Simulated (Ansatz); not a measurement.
## Run report: AlNi$_{3}$, geometry relaxation (part 1 of 2)

- system: AlNi$_{3}$ (Pm-3m, 4 atoms in the cell)
- method: DFT PBEsol, scalar-relativistic, plane waves, PAW, spin-polarised (Ansatz 0.2.0)

The structure derives from a Materials Project entry. Figures and captions count atoms from 1; the log counts them from 0 in places.

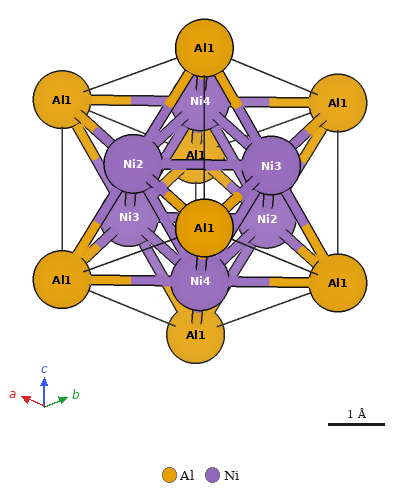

**Figure 1.** The starting structure (ball-and-stick view of the cell of the calculation, seen at an oblique angle; atoms are numbered from 1 in the order of the input). An atom can appear more than once, as a periodic image. Near neighbours in the periodic cell (some may lie outside the picture): Al has 12 Ni at 2.49 Å; Ni has 4 Al at 2.49 Å and 8 Ni at 2.49 Å.

## The input
```yaml
crystal:
  lattice:
    - [3.5230547267, 0.0, 0.0]
    - [0.0, 3.5230547267, 0.0]
    - [0.0, 0.0, 3.5230547267]
  atoms:
    - { symbol: Al, position: [0.0, 0.0, 0.0] }
    - { symbol: Ni, position: [0.0, 0.5, 0.5], spin: 0.29 }
    - { symbol: Ni, position: [0.5, 0.0, 0.5], spin: 0.29 }
    - { symbol: Ni, position: [0.5, 0.5, 0.0], spin: 0.29 }
basis:
  ecutwfc: 420
kpoints:
  mp_grid: { grid: [12, 12, 12] }
hamiltonian:
  xc: pbesol
scf:
  occupations: { method: gaussian, width: 0.1 }
output:
  forces: true
  stress: true
  eigenvalues: true
  populations: true
magnetization:
  spin_polarized: true
relax:
  adjacent_minimum: "off"
  f_tol: 0.005
  max_steps: 80
  cell: { stress_tol: 0.05 }
```

Machine: 1 thread of Arm Neoverse V1, 24 GiB of memory available, shared host.

Launch command:
```bash
ansatz run input.yaml --threads 1 --pin off --max-ram 2560MiB --backend cpu --events-out ev --progress --plain --runs-dir out
```

## Log
```
Engine: ansatz 0.2.0, aarch64-unknown-linux-gnu
Pseudopotentials: kind: paw
Pseudopotential: Al, paw, valence charge 3, recommended cutoff 420 eV (normal), Al.paw.azcp
Pseudopotential: Ni, paw, valence charge 18, recommended cutoff 420 eV (normal), Ni.paw.azcp
Functional definition: PBEsol
  exchange = pbesol_x
  correlation = pbesol_c
Crystal: 4 atoms, lattice volume = 43.728 Å³
Basis set: ecut = 420 eV, 847 PW (Γ), exchange–correlation on 48×48×48 points (8 copies of the dense FFT grid, shifted against one another)
Bands: 35, of which v1, the nominal top of the filled ones, is band 29 counted from 1 (28 counted from 0)
Symmetry: 48 space group operations
Space group: Pm-3m (ITA 221), of the structure as read, at distance tolerance 3.5e-5 Å
Magnetic group: BNS 221.92 (UNI 1594), of the structure as read, at distance tolerance 3.5e-5 Å
k-points: 84 of 1728
Non-local potential: Al, projectors of the file, l = 0: 2, l = 1: 2, l = 2: 1
Non-local potential: Ni, projectors of the file, l = 0: 3, l = 1: 2, l = 2: 3, l = 3: 1
PAW form: soft (Blöchl's): semilocal exchange-correlation on the pseudo side does not see the compensation charge
PAW frozen core: Al, regenerated for the run's functional, and the local potential with it (the file was generated under x = pbe(κ = 0.804, μ = 0.2195149727645171), c = pbe(β = 0.06672455060314922))
PAW frozen core: Ni, regenerated for the run's functional, and the local potential with it (the file was generated under x = pbe(κ = 0.804, μ = 0.2195149727645171), c = pbe(β = 0.06672455060314922))
PAW one-centre angular grid: Al, 110 points (default); XC on 64 Gauss nodes
PAW one-centre angular grid: Ni, 590 points (default); XC on 64 Gauss nodes
Initial density: superposition of atomic densities (chi_scale 0.1, normalization cell)
Starting moments: Σ|m| = 0.87 μB on 3 of 4 sites
Initial wavefunctions: pseudopotential atomic-orbital guess
Functional: x = pbesol(κ = 0.804, μ = 0.12345679012345678), c = pbesol(β = 0.046)
SCF iter   1: F=—  HF=-17938.753932 eV  |F-HF|=—  |Δ(HF+E_count)|=         —  Δρ=5.93e-2 (↑5.05e-2 ↓5.93e-2)  dr2=2.87e0  dr2_m=1.74e-2  M=0.722 μB ∫|m|=0.869 μB  β_m=0.30  ethr=3.10e-3  ⟨swp⟩=5.2  Hψ=19545  notcnv=0
Mixer restart at iter 1: flushing history
preconditioner: auto → Kerker (q_TF=auto, 2.852 Å⁻¹)  [metal: Δε(μ)=0.004 eV  Ē_g=7.168 eV  σ=0.100 eV  W_gap=0.02  n_scr=18 (ndim 8)  ℏωp=32.3 eV  f_vac=0.000  D(μ)=3.31/eV (n_scr^D=32)]
spin=Collinear: Kerker preconditioning applied to the charge; magnetization (m = ρ↑ − ρ↓) channel mixes plain (no charge-response kernel on spin).
SCF iter   2: F=—  HF=-17937.829460 eV  |F-HF|=—  |Δ(HF+E_count)|=   9.24e-1  Δρ=2.07e-2 (↑2.07e-2 ↓1.95e-2)  dr2=3.62e-1  dr2_m=1.88e-2  M=0.804 μB ∫|m|=0.923 μB  β_m=0.29  ethr=3.10e-3  ⟨swp⟩=2.1  Hψ=10241  notcnv=0  defer=219
SCF iter   3: F=—  HF=-17938.899605 eV  |F-HF|=—  |Δ(HF+E_count)|=    1.07e0  Δρ=1.85e-2 (↑1.85e-2 ↓1.58e-2)  dr2=3.61e-1  dr2_m=1.32e-2  M=0.807 μB ∫|m|=0.935 μB  β_m=0.56  ethr=6.35e-4  ⟨swp⟩=2.9  Hψ=9288  notcnv=0  defer=218
SCF iter   4: F=—  HF=-17940.885972 eV  |F-HF|=—  |Δ(HF+E_count)|=    1.99e0  Δρ=2.13e-2 (↑2.13e-2 ↓2.08e-2)  dr2=6.82e-1  dr2_m=8.83e-4  M=0.767 μB ∫|m|=0.923 μB  β_m=0.39  ethr=6.34e-4  ⟨swp⟩=2.4  Hψ=9421  notcnv=0  defer=217
SCF iter   5: F=-17941.195473 eV  HF=-17941.313841 eV  |F-HF|=1.18e-1  |Δ(HF+E_count)|=   4.28e-1  Δρ=1.01e-2 (↑1.01e-2 ↓8.59e-3)  dr2=8.12e-2  dr2_m=4.68e-4  M=0.745 μB ∫|m|=0.918 μB  β_m=0.59  ethr=6.34e-4  ⟨swp⟩=3.1  Hψ=12009  notcnv=0  defer=219
SCF iter   6: F=-17941.245721 eV  HF=-17941.260578 eV  |F-HF|=1.49e-2  |Δ(HF+E_count)|=         —  Δρ=4.47e-3 (↑4.47e-3 ↓3.08e-3)  dr2=2.07e-2  dr2_m=2.75e-3  M=0.686 μB ∫|m|=0.856 μB  β_m=0.59  ethr=1.43e-4  ⟨swp⟩=2.0  Hψ=9941  notcnv=0  defer=221
Mixer restart at iter 6: flushing history
SCF iter   7: F=—  HF=-17941.256980 eV  |F-HF|=—  |Δ(HF+E_count)|=   3.60e-3  Δρ=3.25e-3 (↑3.25e-3 ↓1.85e-3)  dr2=1.00e-2  dr2_m=5.31e-4  M=0.687 μB ∫|m|=0.854 μB  β_m=0.79  ethr=3.62e-5  ⟨swp⟩=1.0  Hψ=5880  notcnv=0  defer=222
SCF iter   8: F=—  HF=-17941.256153 eV  |F-HF|=—  |Δ(HF+E_count)|=   8.27e-4  Δρ=3.20e-3 (↑2.95e-3 ↓3.20e-3)  dr2=9.21e-3  dr2_m=7.44e-6  M=0.681 μB ∫|m|=0.844 μB  β_m=0.59  ethr=1.76e-5  ⟨swp⟩=2.0  Hψ=10232  notcnv=0  defer=222
SCF iter   9: F=—  HF=-17941.252881 eV  |F-HF|=—  |Δ(HF+E_count)|=   3.27e-3  Δρ=7.95e-4 (↑3.83e-4 ↓7.95e-4)  dr2=3.83e-4  dr2_m=6.29e-5  M=0.688 μB ∫|m|=0.850 μB  β_m=0.79  ethr=1.62e-5  ⟨swp⟩=2.0  Hψ=8851  notcnv=0  defer=222
SCF iter  10: F=—  HF=-17941.252893 eV  |F-HF|=—  |Δ(HF+E_count)|=   1.22e-5  Δρ=2.51e-4 (↑2.51e-4 ↓1.84e-4)  dr2=6.80e-5  dr2_m=6.26e-7  M=0.689 μB ∫|m|=0.852 μB  β_m=0.90  ethr=6.72e-7  ⟨swp⟩=2.0  Hψ=8823  notcnv=0  defer=222
SCF iter  11: F=—  HF=-17941.252873 eV  |F-HF|=—  |Δ(HF+E_count)|=   1.99e-5  Δρ=3.89e-5 (↑3.89e-5 ↓3.34e-5)  dr2=3.99e-7  dr2_m=4.33e-7  M=0.690 μB ∫|m|=0.854 μB  β_m=0.89  ethr=1.19e-7  ⟨swp⟩=2.1  Hψ=6860  notcnv=0  defer=222
SCF iter  12: F=—  HF=-17941.252874 eV  |F-HF|=—  |Δ(HF+E_count)|=   8.66e-7  Δρ=7.15e-5 (↑2.43e-5 ↓7.15e-5)  dr2=2.36e-6  dr2_m=2.38e-7  M=0.691 μB ∫|m|=0.854 μB  β_m=0.89  ethr=6.99e-10  ⟨swp⟩=2.0  Hψ=10704  notcnv=0  defer=222
SCF iter  13: F=—  HF=-17941.252874 eV  |F-HF|=—  |Δ(HF+E_count)|=   3.00e-7  Δρ=1.76e-6 (↑1.76e-6 ↓1.46e-6)  dr2=4.28e-9  dr2_m=8.81e-11  M=0.691 μB ∫|m|=0.855 μB  β_m=0.88  ethr=6.99e-10  ⟨swp⟩=2.1  Hψ=9569  notcnv=0  defer=222
SCF iter  14: F=-17941.252874 eV  HF=-17941.252874 eV  |F-HF|=1.63e-8  |Δ(HF+E_count)|=   1.03e-8  Δρ=4.95e-6 (↑3.08e-6 ↓4.95e-6)  dr2=1.98e-8  dr2_m=4.24e-10  M=0.691 μB ∫|m|=0.855 μB  ethr=7.51e-12  ⟨swp⟩=6.7  Hψ=22165  notcnv=0
at 1 of the mixer's solves, the last at iteration 4, it left a direction of its history that read negative out of its fit and stepped the other way along it
SCF 1 converged in 14 iterations: F = -17941.252874 eV  dr2 = 1.98e-8
  greatest PAW one-centre occupation: 1.001 electrons in one spin orbital (limit 2), on the Ni atom at site 1 (counted from 0), in its partial waves of l = 1
relax step   1: F+E_penalty+E_count = -17941.25287359 eV  Δ(F+E_penalty+E_count) = +0.000e0 eV  max|allowed force component| = 4.312e-29 eV/Å  Δτ_max = 0.0000 Å  P = -0.678 GPa  Ω = 43.728 Å³  (14 SCF iters, dr2 threshold 1.00e-7 eV, accepted)
Crystal: 4 atoms, lattice volume = 43.651 Å³
Initial density: handed on by an earlier stage of this run
Starting moments: Σ|m| = 0.87 μB on 3 of 4 sites; this step starts from the density that it was given
Initial wavefunctions: those handed on with the density
iter 1 solved again at ethr=1.60e-7 eV; its pass at ethr=3.10e-3 eV (dr2=9.11e-5 eV) is discarded
SCF iter   1: F=—  HF=-17941.253157 eV  |F-HF|=—  |Δ(HF+E_count)|=         —  Δρ=3.13e-4 (↑2.69e-4 ↓3.13e-4)  dr2=9.36e-5  dr2_m=2.17e-7  M=0.692 μB ∫|m|=0.855 μB  β_m=0.65  ethr=1.60e-7  ⟨swp⟩=2.0  Hψ=24892  notcnv=0
preconditioner: auto → none  [metal: Δε(μ)=0.002 eV  Ē_g=7.644 eV  σ=0.100 eV  W_gap=0.01  n_scr=6 (ndim 8)  ℏωp=32.3 eV  f_vac=0.001  D(μ)=3.35/eV (n_scr^D=32)]
SCF iter   2: F=—  HF=-17941.253193 eV  |F-HF|=—  |Δ(HF+E_count)|=   3.64e-5  Δρ=5.39e-4 (↑4.89e-4 ↓5.39e-4)  dr2=2.70e-4  dr2_m=2.88e-7  M=0.691 μB ∫|m|=0.854 μB  β_m=0.26  ethr=1.60e-7  ⟨swp⟩=2.0  Hψ=10660  notcnv=0  recentre
SCF iter   3: F=—  HF=-17941.253125 eV  |F-HF|=—  |Δ(HF+E_count)|=   6.83e-5  Δρ=3.81e-5 (↑3.03e-5 ↓3.81e-5)  dr2=1.09e-6  dr2_m=1.41e-8  M=0.691 μB ∫|m|=0.854 μB  β_m=0.47  ethr=1.60e-7  ⟨swp⟩=2.1  Hψ=9572  notcnv=0
SCF iter   4: F=—  HF=-17941.253132 eV  |F-HF|=—  |Δ(HF+E_count)|=   7.56e-6  Δρ=7.06e-5 (↑2.66e-5 ↓7.06e-5)  dr2=2.78e-6  dr2_m=2.15e-7  M=0.691 μB ∫|m|=0.854 μB  β_m=0.47  ethr=1.92e-9  ⟨swp⟩=2.3  Hψ=9335  notcnv=0
SCF iter   5: F=—  HF=-17941.253134 eV  |F-HF|=—  |Δ(HF+E_count)|=   2.23e-6  Δρ=4.16e-5 (↑6.32e-6 ↓4.16e-5)  dr2=6.16e-7  dr2_m=1.58e-7  M=0.690 μB ∫|m|=0.854 μB  β_m=0.74  ethr=1.92e-9  ⟨swp⟩=2.0  Hψ=8476  notcnv=0
SCF iter   6: F=—  HF=-17941.253140 eV  |F-HF|=—  |Δ(HF+E_count)|=   5.55e-6  Δρ=1.56e-5 (↑9.39e-6 ↓1.56e-5)  dr2=1.76e-8  dr2_m=6.15e-8  M=0.690 μB ∫|m|=0.853 μB  β_m=0.87  ethr=1.08e-9  ⟨swp⟩=2.0  Hψ=10573  notcnv=0
SCF iter   7: F=—  HF=-17941.253139 eV  |F-HF|=—  |Δ(HF+E_count)|=   9.01e-7  Δρ=2.53e-5 (↑1.29e-5 ↓2.53e-5)  dr2=4.62e-7  dr2_m=1.76e-8  M=0.689 μB ∫|m|=0.852 μB  β_m=0.87  ethr=3.09e-11  ⟨swp⟩=3.0  Hψ=13359  notcnv=0
SCF iter   8: F=—  HF=-17941.253140 eV  |F-HF|=—  |Δ(HF+E_count)|=   8.90e-7  Δρ=2.43e-6 (↑2.06e-6 ↓2.43e-6)  dr2=5.13e-9  dr2_m=3.12e-11  M=0.690 μB ∫|m|=0.853 μB  β_m=0.75  ethr=3.09e-11  ⟨swp⟩=3.0  Hψ=13188  notcnv=0
SCF iter   9: F=-17941.253140 eV  HF=-17941.253140 eV  |F-HF|=1.01e-8  |Δ(HF+E_count)|=   9.54e-9  Δρ=3.95e-6 (↑2.32e-6 ↓3.95e-6)  dr2=1.18e-8  dr2_m=3.05e-10  M=0.690 μB ∫|m|=0.853 μB  ethr=9.00e-12  ⟨swp⟩=1.7  Hψ=15976  notcnv=0
SCF 2 converged in 9 iterations: F = -17941.253140 eV  dr2 = 1.18e-8
  greatest PAW one-centre occupation: 1.001 electrons in one spin orbital (limit 2), on the Ni atom at site 2 (counted from 0), in its partial waves of l = 1
relax step   2: F+E_penalty+E_count = -17941.25313996 eV  Δ(F+E_penalty+E_count) = -2.664e-4 eV  max|allowed force component| = 2.008e-29 eV/Å  Δτ_max = 0.0000 Å  P = -0.327 GPa  Ω = 43.651 Å³  energy of the carried Pulay correction = +2.650e-5 eV  (9 SCF iters, dr2 threshold 4.00e-7 eV, accepted)
Crystal: 4 atoms, lattice volume = 43.580 Å³
iter 1 solved again at ethr=1.40e-7 eV; its pass at ethr=3.10e-3 eV (dr2=7.97e-5 eV) is discarded
SCF iter   1: F=—  HF=-17941.253251 eV  |F-HF|=—  |Δ(HF+E_count)|=         —  Δρ=2.93e-4 (↑2.53e-4 ↓2.93e-4)  dr2=8.23e-5  dr2_m=1.87e-7  M=0.690 μB ∫|m|=0.853 μB  β_m=0.65  ethr=1.40e-7  ⟨swp⟩=2.0  Hψ=24880  notcnv=0
preconditioner: auto → none  [metal: Δε(μ)=0.003 eV  Ē_g=7.646 eV  σ=0.100 eV  W_gap=0.02  n_scr=6 (ndim 8)  ℏωp=32.3 eV  f_vac=0.001  D(μ)=3.35/eV (n_scr^D=32)]
SCF iter   2: F=—  HF=-17941.253283 eV  |F-HF|=—  |Δ(HF+E_count)|=   3.20e-5  Δρ=5.04e-4 (↑4.58e-4 ↓5.04e-4)  dr2=2.36e-4  dr2_m=2.41e-7  M=0.689 μB ∫|m|=0.852 μB  β_m=0.26  ethr=1.40e-7  ⟨swp⟩=2.0  Hψ=10665  notcnv=0  recentre
SCF iter   3: F=—  HF=-17941.253223 eV  |F-HF|=—  |Δ(HF+E_count)|=   6.00e-5  Δρ=3.59e-5 (↑2.86e-5 ↓3.59e-5)  dr2=9.72e-7  dr2_m=1.22e-8  M=0.690 μB ∫|m|=0.853 μB  β_m=0.47  ethr=1.40e-7  ⟨swp⟩=2.1  Hψ=9575  notcnv=0
SCF iter   4: F=—  HF=-17941.253230 eV  |F-HF|=—  |Δ(HF+E_count)|=   6.29e-6  Δρ=6.37e-5 (↑2.58e-5 ↓6.37e-5)  dr2=2.36e-6  dr2_m=1.58e-7  M=0.689 μB ∫|m|=0.852 μB  β_m=0.47  ethr=1.71e-9  ⟨swp⟩=2.3  Hψ=9306  notcnv=0
SCF iter   5: F=—  HF=-17941.253231 eV  |F-HF|=—  |Δ(HF+E_count)|=   1.91e-6  Δρ=3.84e-5 (↑5.63e-6 ↓3.84e-5)  dr2=5.09e-7  dr2_m=1.39e-7  M=0.689 μB ∫|m|=0.852 μB  β_m=0.74  ethr=1.71e-9  ⟨swp⟩=2.0  Hψ=8472  notcnv=0
SCF iter   6: F=—  HF=-17941.253236 eV  |F-HF|=—  |Δ(HF+E_count)|=   4.59e-6  Δρ=9.21e-6 (↑5.05e-6 ↓9.21e-6)  dr2=1.02e-8  dr2_m=1.95e-8  M=0.688 μB ∫|m|=0.851 μB  β_m=0.87  ethr=8.93e-10  ⟨swp⟩=2.1  Hψ=10757  notcnv=0
SCF iter   7: F=—  HF=-17941.253236 eV  |F-HF|=—  |Δ(HF+E_count)|=   1.26e-7  Δρ=9.50e-6 (↑6.14e-6 ↓9.50e-6)  dr2=8.48e-8  dr2_m=1.40e-9  M=0.688 μB ∫|m|=0.851 μB  β_m=0.87  ethr=1.79e-11  ⟨swp⟩=2.6  Hψ=11392  notcnv=0
SCF iter   8: F=-17941.253236 eV  HF=-17941.253236 eV  |F-HF|=2.95e-8  |Δ(HF+E_count)|=   1.73e-7  Δρ=6.61e-6 (↑4.29e-6 ↓6.61e-6)  dr2=3.42e-8  dr2_m=6.31e-10  M=0.688 μB ∫|m|=0.851 μB  ethr=1.79e-11  ⟨swp⟩=1.6  Hψ=18315  notcnv=0
SCF 3 converged in 8 iterations: F = -17941.253236 eV  dr2 = 3.42e-8
  greatest PAW one-centre occupation: 1.001 electrons in one spin orbital (limit 2), on the Ni atom at site 3 (counted from 0), in its partial waves of l = 1
relax step   3: F+E_penalty+E_count = -17941.25323607 eV  Δ(F+E_penalty+E_count) = -9.611e-5 eV  max|allowed force component| = 4.444e-29 eV/Å  Δτ_max = 0.0000 Å  P = +0.003 GPa  Ω = 43.580 Å³  energy of the carried Pulay correction = +5.113e-5 eV  (8 SCF iters, dr2 threshold 2.67e-7 eV, accepted)
Initial wavefunctions: pseudopotential atomic-orbital guess (no wavefunctions were taken with the density)
iter 1 solved again at ethr=7.91e-9 eV; its pass at ethr=3.10e-3 eV (dr2=4.51e-6 eV) is discarded
```
